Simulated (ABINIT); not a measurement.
## Geometry relaxation of Ti$_{2}$C (part 1 of 4)

The run: geometry relaxation of Ti$_{2}$C (R-3m, 3 atoms in the cell). Method and program: Kohn-Sham DFT of a periodic cell, LDA, JTH PAW LDA v2.0, no spin polarisation (ABINIT 10.8.3).

The structure derives from a Materials Project entry.

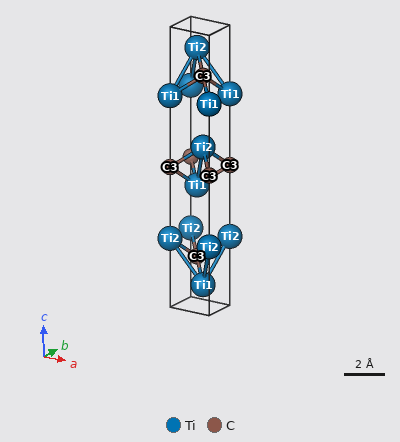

The starting structure (ball-and-stick view of the cell 3 times as large as that of the calculation, set on its symmetry axes, seen slightly off an axis; atoms are numbered from 1 in the order of the input). An atom can appear more than once, as a periodic image.

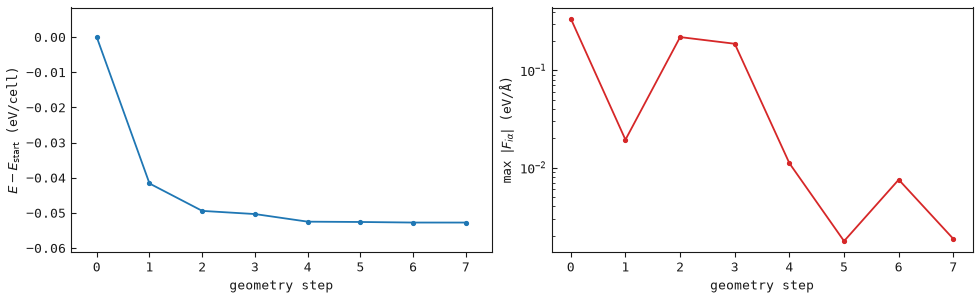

Progress of the relaxation, step by step (steps are counted from 0).

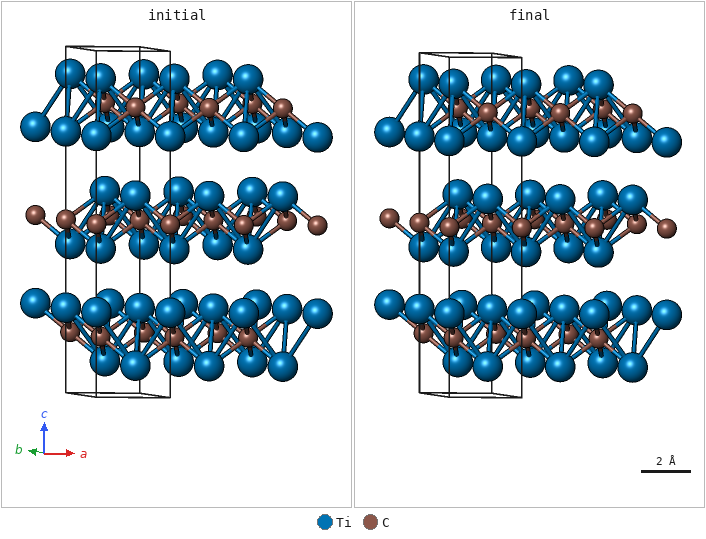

Before (left) and after (right) the relaxation, at one scale (ball-and-stick view of the cell 3 times as large as that of the calculation, set on its symmetry axes, repeated 3 × 2 × 1, seen at an oblique angle). The largest moves relative to the cell, 0.012 Å, are those of Ti1 and Ti2. C stays in place. The volume changes by −5.1 %, with a = b 3.081 → 3.029 Å (−1.7 %), c 14.441 → 14.181 Å (−1.8 %). Among the contacts that change: Ti1–Ti2 2.889 → 2.858 Å, Ti1–C3 2.112 → 2.082 Å. The space group stays R-3m (No. 166). Over 7 geometry steps the energy falls by 52.7 meV per cell of the calculation. Largest force component: 0.34 eV/Å at the start, 0.0019 eV/Å at the end. (Atoms are counted from 1 in the order of the input.)

These pictures come from the run below.

The input
```
pp_dirpath "./"
pseudos "Ti.LDA_PW-JTH.xml, C.LDA_PW-JTH.xml"

acell 3*1.0 Angstrom
rprim
     1.5406981810     0.8895225095     4.8137698526
    -1.5406981810     0.8895225095     4.8137698526
     0.0000000000    -1.7790450191     4.8137698526
ntypat 2
znucl 22 6
natom 3
typat 1 1 2
xred
     0.7545021700     0.7545021700     0.7545021700
     0.2454978300     0.2454978300     0.2454978300
     0.5000000000     0.5000000000     0.5000000000
chkprim 0
chksymtnons 0
tolsym 1.0e-6

ecut 19.0
pawecutdg 38.0
pawovlp -1

kptopt 1
ngkpt 10 10 10
nshiftk 1
shiftk 0.0 0.0 0.0

ixc 7

nband 18
occopt 3
tsmear 0.05 eV

nstep 100
tolvrs 1.0e-9

iomode 3
prtwf 0
prtden 0
prteig 0
prtebands 0
enunit 2

ionmov 2
ntime 60
tolmxf 5.0e-5
optcell 2
dilatmx 1.08
ecutsm 0.5
```

Launched with:
```bash
abinit run.abi > log 2>&1
```

Log
```
.Version 10.8.3 of ABINIT
 Symmetries : space group R-3 m (#166); Bravais hR (rhombohedral)
================================================================================
 Values of the parameters that define the memory need of the present run
     intxc =       0    ionmov =       2      iscf =      17    lmnmax =      18
     lnmax =       6     mgfft =      45  mpssoang =       3    mqgrid =    3001
     natom =       3  nloc_mem =       2    nspden =       1   nspinor =       1
    nsppol =       1      nsym =      12    n1xccc =       1    ntypat =       2
    occopt =       3   xclevel =       1
       mpw =        1348          nfft =       91125          nkpt =         116
 PAW method is used; the additional fine FFT grid is defined by:
   mgfftf=        60    nfftf =    216000
================================================================================
================================================================================

--------------------------------------------------------------------------------
------------- Echo of variables that govern the present computation ------------
--------------------------------------------------------------------------------
 -outvars: echo values of preprocessed input variables --------
            acell      1.8897261259E+00  1.8897261259E+00  1.8897261259E+00 Bohr
              amu      4.78800000E+01  1.20110000E+01
          chkprim           0
      chksymtnons           0
          dilatmx      1.08000000E+00
             ecut      1.90000000E+01 Hartree
           ecutsm      5.00000000E-01 Hartree
           enunit           2
           ionmov           2
                       outvar_i_n : Printing only first  50 k-points.
              ixc           7
                       outvar_i_n : Printing only first  50 k-points.
         kptrlatt       10    0    0      0   10    0      0    0   10
          kptrlen      5.82299521E+01
            natom           3
            nband          18
            ngfft          45      45      45
          ngfftdg          60      60      60
             nkpt         116
            nstep         100
             nsym          12
            ntime          60
           ntypat           2
                       prtocc : prtvol=0, do not print more k-points.
           occopt           3
          optcell           2
        pawecutdg      3.80000000E+01 Hartree
          pawovlp     -1.0000000000E+00
           prtden           0
        prtebands           0
           prteig           0
            prtwf           0
            rprim      1.5406981810E+00  8.8952250950E-01  4.8137698526E+00
                      -1.5406981810E+00  8.8952250950E-01  4.8137698526E+00
                       0.0000000000E+00 -1.7790450191E+00  4.8137698526E+00
          spgroup         166
           tolsym      1.00000000E-06
           tolvrs      1.00000000E-09
           tsmear      1.83746611E-03 Hartree
            typat      1  1  2
           useylm           1
                       outvars : Printing only first  50 k-points.
           xangst     -5.1673746920E-17 -7.5450476654E-11  1.0895999399E+01
                       2.4898289518E-17 -2.4549849184E-11  3.5453101588E+00
                       0.0000000000E+00 -5.0000256990E-11  7.2206547789E+00
            xcart     -9.7649229578E-17 -1.4258073695E-10  2.0590454732E+01
                       4.7050948192E-17 -4.6392491390E-11  6.6996652315E+00
                       0.0000000000E+00 -9.4486791936E-11  1.3645059982E+01
             xred      7.5450217000E-01  7.5450217000E-01  7.5450217000E-01
                       2.4549783000E-01  2.4549783000E-01  2.4549783000E-01
                       5.0000000000E-01  5.0000000000E-01  5.0000000000E-01
            znucl       22.00000    6.00000

================================================================================

 chkinp: Checking input parameters for consistency.

================================================================================
== DATASET  1 ==================================================================

--- !DatasetInfo
iteration_state: {dtset: 1, }
dimensions: {natom: 3, nkpt: 116, mband: 18, nsppol: 1, nspinor: 1, nspden: 1, mpw: 1348, }
cutoff_energies: {ecut:  19.0, pawecutdg:  38.0, }
electrons: {nelect:   2.80000000E+01, charge:   0.00000000E+00, occopt:   3.00000000E+00, tsmear:   1.83746611E-03, }
meta: {optdriver: 0, ionmov: 2, optcell: 2, iscf: 17, paral_kgb: 0, }
...

 Exchange-correlation functional for the present dataset will be:
  LDA: Perdew-Wang 92 LSD fit to Ceperley-Alder data - ixc=7
  J.P.Perdew and Y.Wang, PRB 45, 13244 (1992)

 Real(R)+Recip(G) space primitive vectors, cartesian coordinates (Bohr,Bohr^-1):
 R(1)=  2.9114976  1.6809539  9.0967067  G(1)=  0.1717329  0.0991501  0.0366433
 R(2)= -2.9114976  1.6809539  9.0967067  G(2)= -0.1717329  0.0991501  0.0366433
 R(3)=  0.0000000 -3.3619079  9.0967067  G(3)=  0.0000000 -0.1983001  0.0366433
 Unit cell volume ucvol=  2.6712079E+02 bohr^3
 Angles (23,13,12)=  3.49409414E+01  3.49409414E+01  3.49409414E+01 degrees

 Coarse grid specifications (used for wave-functions):

 getcut: wavevector=  0.0000  0.0000  0.0000  ngfft=  45  45  45
         ecut(hartree)=     22.162   => boxcut(ratio)=   2.14094

 Fine grid specifications (used for densities):

 getcut: wavevector=  0.0000  0.0000  0.0000  ngfft=  60  60  60
         ecut(hartree)=     44.323   => boxcut(ratio)=   2.06516

--- Pseudopotential description ------------------------------------------------
- pspini: atom type   1  psp file is ./Ti.LDA_PW-JTH.xml
 Pseudopotential format is: paw10
 basis_size (lnmax)=  6 (lmn_size= 18), orbitals=   0   0   1   1   2   2
 Spheres core radius: rc_sph= 2.30802695
 Shapefunction is BESSEL type: shapef(r,l)=aa(1,l)*jl(q(1,l)*r)+aa(2,l)*jl(q(2,l)*r)
 Radius for shape functions =  2.01037111
 Compensation charge density is not taken into account in XC energy/potential

- pspini: atom type   2  psp file is ./C.LDA_PW-JTH.xml
 Pseudopotential format is: paw10
 basis_size (lnmax)=  4 (lmn_size=  8), orbitals=   0   0   1   1
 Spheres core radius: rc_sph= 1.50736703
 Shapefunction is SIN type: shapef(r)=[sin(pi*r/rshp)/(pi*r/rshp)]**2
 Radius for shape functions =  1.30052589
 Compensation charge density is not taken into account in XC energy/potential

   1.51607029E+03                                ecore*ucvol(ha*bohr**3)
--------------------------------------------------------------------------------

================================================================================

=== [ionmov= 2] Broyden-Fletcher-Goldfarb-Shanno method (forces)
================================================================================

--- Iteration: ( 1/60) Internal Cycle: (1/1)
--------------------------------------------------------------------------------

---SELF-CONSISTENT-FIELD CONVERGENCE--------------------------------------------

--- !BeginCycle
iteration_state: {dtset: 1, itime: 1, icycle: 1, }
solver: {iscf: 17, nstep: 100, nline: 4, wfoptalg: 10, }
tolerances: {tolvrs: 1.00E-09, }
...

     iter   Etot(hartree)      deltaE(h)  residm     nres2
 ETOT  1  -121.55531849659    -1.216E+02 9.648E+00 7.268E+01
 ETOT  2  -123.30665520103    -1.751E+00 1.389E-01 1.257E+01
 ETOT  3  -123.29784150047     8.814E-03 8.003E-02 6.416E+00
 ETOT  4  -123.29858288410    -7.414E-04 1.848E-02 4.258E+00
 ETOT  5  -123.29413681560     4.446E-03 2.179E-02 2.735E-01
 ETOT  6  -123.29408693690     4.988E-05 1.494E-02 4.882E-03
 ETOT  7  -123.29410552495    -1.859E-05 1.146E-02 9.227E-03
 ETOT  8  -123.29409641478     9.110E-06 4.713E-03 7.952E-04
 ETOT  9  -123.29409584348     5.713E-07 2.130E-03 8.088E-05
 ETOT 10  -123.29409579275     5.073E-08 7.839E-04 1.143E-05
 ETOT 11  -123.29409578556     7.192E-09 1.298E-03 3.834E-07
 ETOT 12  -123.29409578541     1.465E-10 6.973E-04 9.467E-09
 ETOT 13  -123.29409578541    -4.860E-12 8.855E-04 7.122E-10

 At SCF step   13       nres2   =  7.12E-10 < tolvrs=  1.00E-09 =>converged.

 Cartesian components of stress tensor (hartree/bohr^3)
  sigma(1 1)=  3.05550580E-04  sigma(3 2)=  1.49240092E-13
  sigma(2 2)=  3.05550580E-04  sigma(3 1)=  0.00000000E+00
  sigma(3 3)=  2.77616879E-04  sigma(2 1)=  0.00000000E+00

--- !ResultsGS
iteration_state: {dtset: 1, itime: 1, icycle: 1, }
comment   : Summary of ground state results
lattice_vectors:
- [  2.9114976,   1.6809539,   9.0967067, ]
- [ -2.9114976,   1.6809539,   9.0967067, ]
- [  0.0000000,  -3.3619079,   9.0967067, ]
lattice_lengths: [   9.69807,    9.69807,    9.69807, ]
lattice_angles: [ 34.941,  34.941,  34.941, ] # degrees, (23, 13, 12)
lattice_volume:   2.6712079E+02
convergence: {deltae: -4.860E-12, res2:  7.122E-10, residm:  8.855E-04, diffor: null, }
etotal    :  -1.23294096E+02
entropy   :   0.00000000E+00
fermie    :   2.82023422E-01
cartesian_stress_tensor: # hartree/bohr^3
- [  3.05550580E-04,   0.00000000E+00,   0.00000000E+00, ]
- [  0.00000000E+00,   3.05550580E-04,   1.49240092E-13, ]
- [  0.00000000E+00,   1.49240092E-13,   2.77616879E-04, ]
pressure_GPa:  -8.7157E+00
xred      :
- [  7.5450E-01,   7.5450E-01,   7.5450E-01, Ti]
- [  2.4550E-01,   2.4550E-01,   2.4550E-01, Ti]
- [  5.0000E-01,   5.0000E-01,   5.0000E-01,  C]
cartesian_forces: # hartree/bohr
- [ -2.74499237E-18,  -1.68843608E-18,   6.62134498E-03, ]
- [  2.52880917E-18,   1.11019492E-18,  -6.62134498E-03, ]
- [  2.16183206E-19,   5.78241159E-19,   2.89120579E-19, ]
force_length_stats: {min:   6.81680809E-19, max:   6.62134498E-03, mean:   4.41422998E-03, }
...

 Integrated electronic density in atomic spheres:
 ------------------------------------------------
 Atom  Sphere_radius  Integrated_density
    1        2.30803         10.28607440
    2        2.30803         10.28607440
    3        1.50737          2.46029528

---OUTPUT-----------------------------------------------------------------------

 Cartesian coordinates (xcart) [bohr]
 -9.76492295775079E-17 -1.42580736945456E-10  2.05904547321693E+01
  4.70509481919526E-17 -4.63924913901965E-11  6.69966523152715E+00
  0.00000000000000E+00 -9.44867919358940E-11  1.36450599818482E+01
 Reduced coordinates (xred)
  7.54502170000000E-01  7.54502170000000E-01  7.54502170000000E-01
  2.45497830000000E-01  2.45497830000000E-01  2.45497830000000E-01
  5.00000000000000E-01  5.00000000000000E-01  5.00000000000000E-01
 Cartesian forces (fcart) [Ha/bohr]; max,rms= 6.62134E-03 3.12133E-03 (free atoms)
 -2.74499237138110E-18 -1.68843608165822E-18  6.62134497684404E-03
  2.52880916546459E-18  1.11019492299929E-18 -6.62134497684404E-03
  2.16183205916507E-19  5.78241158658936E-19  2.89120579329468E-19
 Gradient of E wrt nuclear positions in reduced coordinates (gred)
 -6.02324329130308E-02 -6.02324329130308E-02 -6.02324329130308E-02
  6.02324329130308E-02  6.02324329130309E-02  6.02324329130309E-02
 -4.23145872987486E-18 -2.97262495743818E-18 -6.86051606452278E-19
 Scale of Primitive Cell (acell) [bohr]
  1.88972612590778E+00  1.88972612590778E+00  1.88972612590778E+00
 Real space primitive translations (rprimd) [bohr]
  2.91149760477430E+00  1.68095392578520E+00  9.09670665456547E+00
 -2.91149760477430E+00  1.68095392578520E+00  9.09670665456547E+00
  0.00000000000000E+00 -3.36190785175938E+00  9.09670665456547E+00
 Unitary Cell Volume (ucvol) [Bohr^3]=  2.67120788115302E+02
 Angles (23,13,12)= [degrees]
  3.49409414345644E+01  3.49409414345644E+01  3.49409414348249E+01
 Lengths [Bohr]
  9.69806663012968E+00  9.69806663012968E+00  9.69806663015558E+00
 Stress tensor in cartesian coordinates (strten) [Ha/bohr^3]
  3.05550579842599E-04  0.00000000000000E+00  0.00000000000000E+00
  0.00000000000000E+00  3.05550580181037E-04  1.49240091821870E-13
  0.00000000000000E+00  1.49240091821870E-13  2.77616878799611E-04
 Total energy (etotal) [Ha]= -1.23294095785414E+02

--- Iteration: ( 2/60) Internal Cycle: (1/1)
--------------------------------------------------------------------------------

---SELF-CONSISTENT-FIELD CONVERGENCE--------------------------------------------

--- !BeginCycle
iteration_state: {dtset: 1, itime: 2, icycle: 1, }
solver: {iscf: 17, nstep: 100, nline: 4, wfoptalg: 10, }
tolerances: {tolvrs: 1.00E-09, }
...

     iter   Etot(hartree)      deltaE(h)  residm     nres2
 ETOT  1  -123.31237011425    -1.233E+02 1.260E+02 1.497E+01
 ETOT  2  -123.30086418135     1.151E-02 3.108E+00 6.222E+00
 ETOT  3  -123.29580275247     5.061E-03 2.590E-01 4.711E-01
 ETOT  4  -123.29564577949     1.570E-04 3.040E-02 3.961E-02
 ETOT  5  -123.29562380330     2.198E-05 3.415E-03 5.428E-04
 ETOT  6  -123.29562509659    -1.293E-06 3.595E-04 1.608E-04
 ETOT  7  -123.29562505181     4.478E-08 1.760E-04 3.780E-05
 ETOT  8  -123.29562502848     2.333E-08 8.389E-05 2.969E-06
 ETOT  9  -123.29562502619     2.292E-09 1.846E-04 1.031E-07
 ETOT 10  -123.29562502621    -2.554E-11 8.824E-05 2.841E-08
 ETOT 11  -123.29562502619     2.233E-11 1.633E-04 4.730E-09
 ETOT 12  -123.29562502619     4.164E-12 9.086E-05 1.554E-11

 At SCF step   12       nres2   =  1.55E-11 < tolvrs=  1.00E-09 =>converged.

 Cartesian components of stress tensor (hartree/bohr^3)
  sigma(1 1)=  1.27992300E-04  sigma(3 2)=  1.56094589E-13
  sigma(2 2)=  1.27992300E-04  sigma(3 1)=  0.00000000E+00
  sigma(3 3)=  1.05716494E-04  sigma(2 1)=  0.00000000E+00

--- !ResultsGS
iteration_state: {dtset: 1, itime: 2, icycle: 1, }
comment   : Summary of ground state results
lattice_vectors:
- [  2.8848093,   1.6655454,   9.0209447, ]
- [ -2.8848093,   1.6655454,   9.0209447, ]
- [  0.0000000,  -3.3310909,   9.0209447, ]
lattice_lengths: [   9.61632,    9.61632,    9.61632, ]
lattice_angles: [ 34.914,  34.914,  34.914, ] # degrees, (23, 13, 12)
lattice_volume:   2.6006198E+02
convergence: {deltae:  4.164E-12, res2:  1.554E-11, residm:  9.086E-05, diffor: null, }
etotal    :  -1.23295625E+02
entropy   :   0.00000000E+00
fermie    :   2.91936105E-01
cartesian_stress_tensor: # hartree/bohr^3
- [  1.27992300E-04,   0.00000000E+00,   0.00000000E+00, ]
- [  0.00000000E+00,   1.27992300E-04,   1.56094589E-13, ]
- [  0.00000000E+00,   1.56094589E-13,   1.05716494E-04, ]
pressure_GPa:  -3.5472E+00
xred      :
- [  7.5474E-01,   7.5474E-01,   7.5474E-01, Ti]
- [  2.4526E-01,   2.4526E-01,   2.4526E-01, Ti]
- [  5.0000E-01,   5.0000E-01,   5.0000E-01,  C]
cartesian_forces: # hartree/bohr
- [ -3.00207640E-20,   2.08747245E-19,  -3.77196178E-04, ]
- [  3.00207640E-20,  -2.08747245E-19,   3.77196178E-04, ]
- [ -0.00000000E+00,  -0.00000000E+00,  -0.00000000E+00, ]
force_length_stats: {min:   0.00000000E+00, max:   3.77196178E-04, mean:   2.51464119E-04, }
...

 Integrated electronic density in atomic spheres:
 ------------------------------------------------
 Atom  Sphere_radius  Integrated_density
    1        2.30803         10.33200186
    2        2.30803         10.33200186
    3        1.50737          2.48601432

---OUTPUT-----------------------------------------------------------------------
```
